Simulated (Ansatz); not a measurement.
**Geometry relaxation, with input and output: Zn18HO18 (part 4 of 4)**

The same run, continued: Zn18HO18 (defect cell, 37 atoms in the cell); DFT PBE, scalar-relativistic, plane waves, PAW, spin-polarised (Ansatz 0.2.0); cutoff 420 eV, 2×2×2 k-mesh, Gaussian smearing of 0.02 eV, collinear spins. The structure derives from a Materials Project entry. It belongs to a series of runs on one base structure; here: H_i, charge +0, atoms relaxed at the host's cell.

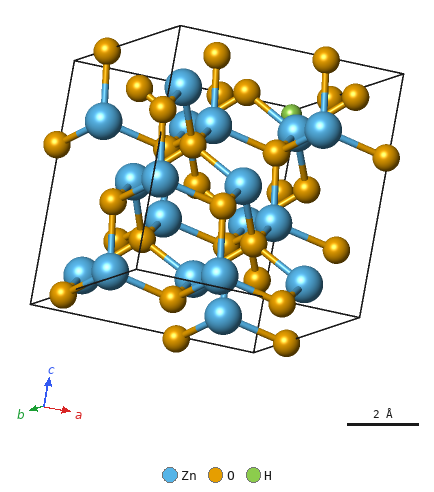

Figure 1. The geometry at step 5 of the log (ball-and-stick view of the cell of the calculation, seen at an oblique angle).

## Results in brief

```json
{"quantity": "outcome", "value": "converged"}
{"quantity": "electrons treated", "value": "325"}
{"quantity": "free energy", "value": "−69976.7966 eV"}
{"quantity": "Fermi energy", "value": "7.500 eV"}
{"quantity": "gap on the k-point mesh", "value": "0.71 eV"}
{"quantity": "net moment of the cell", "value": "1.00 μB"}
{"quantity": "integrated absolute moment", "value": "1.10 μB"}
{"quantity": "final volume", "value": "443.69 Å³"}
{"quantity": "largest force (length of the vector) at the end", "value": "0.012 eV/Å"}
{"quantity": "hardware", "value": "8 threads of Arm Neoverse V1, 24 GiB of memory available, shared host"}
{"quantity": "wall time", "value": "2.9 min (CPU time 21 min)"}
{"quantity": "peak memory", "value": "3.3 GiB"}
```
